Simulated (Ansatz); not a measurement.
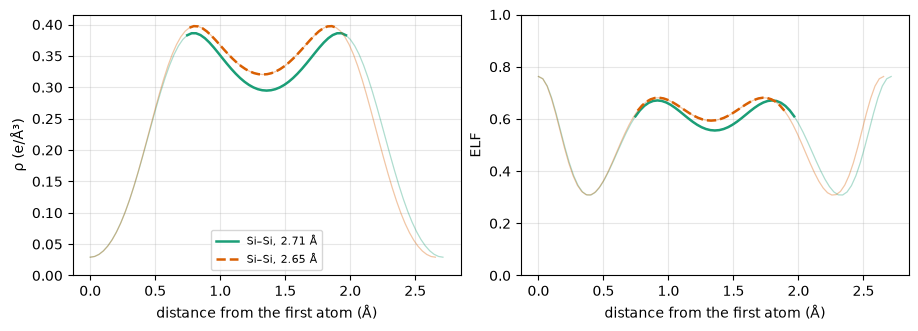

Figure 1: Si. Valence pseudo-density and ELF along straight lines between neighbouring atoms. Thin, pale parts lie inside the atomic spheres.

Space group P6₃/mmc; a structure from a database of computed crystals, not necessarily the ambient phase; started from the database structure prototype, which need not be the ambient phase.

All numbers below come from DFT, r2SCAN+rVV10, plane waves, PAW in Ansatz.

Core electrons are frozen (PAW), and the valence fields are smoothed inside the atomic spheres.

> What can be read from the curves?

Si–Si (2.71 Å): the density is about 0.29 e/Å³ at the midpoint; the ELF peaks at about 0.65 between the atoms.
Si–Si (2.65 Å): the density is about 0.32 e/Å³ at the midpoint; the ELF peaks at about 0.70 between the atoms.
